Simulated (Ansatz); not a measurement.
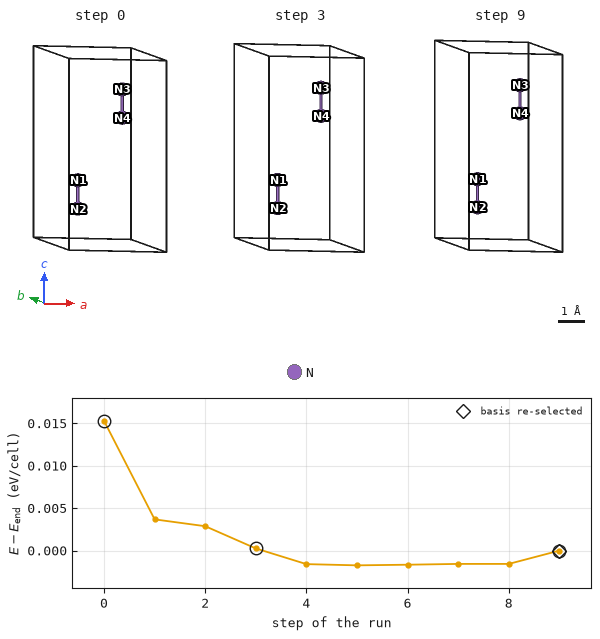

Frames of a relaxation of solid N (set up in P6_3/mmc), marked on the history of the run. Style: ball-and-stick. Shown: the cell of the calculation, slightly off an axis.

Case: relaxed again at another level of theory.

These are results of DFT r2SCAN+D3(BJ), scalar-relativistic, plane waves, PAW (Ansatz), not measurements. Settings: plane-wave cutoff 500 eV; k-point mesh 6 × 6 × 4; occupations gaussian; smearing width 0.02 eV; no spin polarisation; cell and atoms relaxed; force threshold 0.02 eV/Å; at most 50 steps.

### Describe the path.

After 8 accepted moves (9 points after the start) the energy has fallen by 15.3 meV per cell of the calculation. Largest force component: 1.3 eV/Å at the start, 0.00057 eV/Å at the end. The pressure goes from −1.63 to 0.01 GPa. The SCF was repeated once at an unchanged geometry on a basis and grid sized afresh for the cell, which shifted the energy by 1.6 meV per cell of the calculation at most. The largest moves relative to the cell, 0.021 Å, are those of N1, N2, N3 and N4. N3 goes along −c. The volume changes by −5.1 %, with a = b 3.809 → 3.655 Å (−4.1 %), c 7.466 → 7.695 Å (+3.1 %). Near-neighbour distances that change, for instance: N1–N2 1.102 → 1.093 Å. The space group stays P6_3/mmc (No. 194). Cost: 18 s on 2 threads of Arm Neoverse V2, on a shared host, peak memory 0.56 GiB. From step 0 to 3: volume −3.4 %, energy −15.0 meV per cell of the calculation. From step 3 to 9: volume −1.8 %, energy −0.3 meV per cell of the calculation.

```tsv
step	E − E(0), meV/atom	largest force component, eV/Å	pressure, GPa	volume, Å³/atom	note
0	0.00	1.2570	-1.63	23.455	
1	-2.90	0.1528	0.13	23.338	
2	-3.10	0.0276	-0.02	23.225	
3	-3.76	0.1789	-0.25	22.669	
4	-4.22	0.1458	-0.17	22.094	
5	-4.26	0.0344	-0.03	22.109	
6	-4.24	0.0029	0.00	22.183	
7	-4.22	0.0262	0.04	22.254	
8	-4.22	0.0000	0.00	22.256	
9	-3.82	0.0006	0.01	22.256	same geometry, new basis
```
